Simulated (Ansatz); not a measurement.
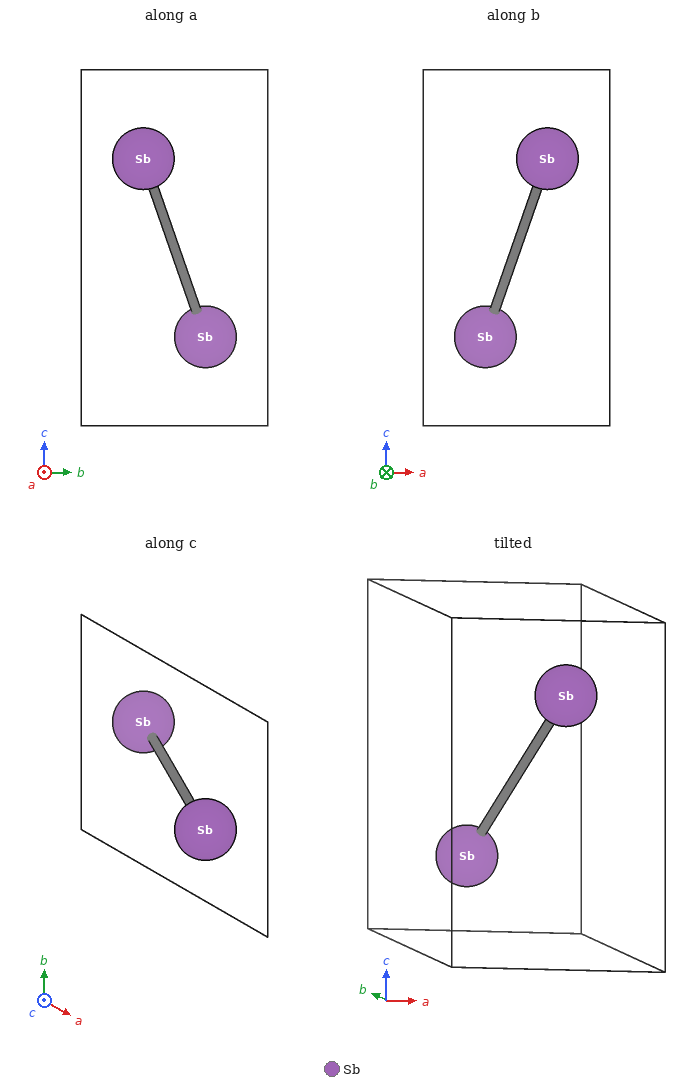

View along the a axis, along the b axis, along the c axis and slightly off an axis, drawn as a ball-and-stick model. The wireframe shows the conventional unit cell.

Lattice parameters: a = 3.369 Å, b = 3.369 Å, c = 5.578 Å, α = 90.00°, β = 90.00°, γ = 120.00°.

### Reconstruct the structure as a table of Wyckoff sites.

Space group P6_3/mmc (No. 194).
```json
{"atom": "Sb", "site": "2c", "x": "0.3333", "y": "0.6667", "z": "0.2500"}
```

The cell started as a structure type filled with this element by a generator (whether the element takes this form wasn't checked). Earlier steps of the study may have refined or changed the cell and positions. A calculation with Ansatz used it as input.
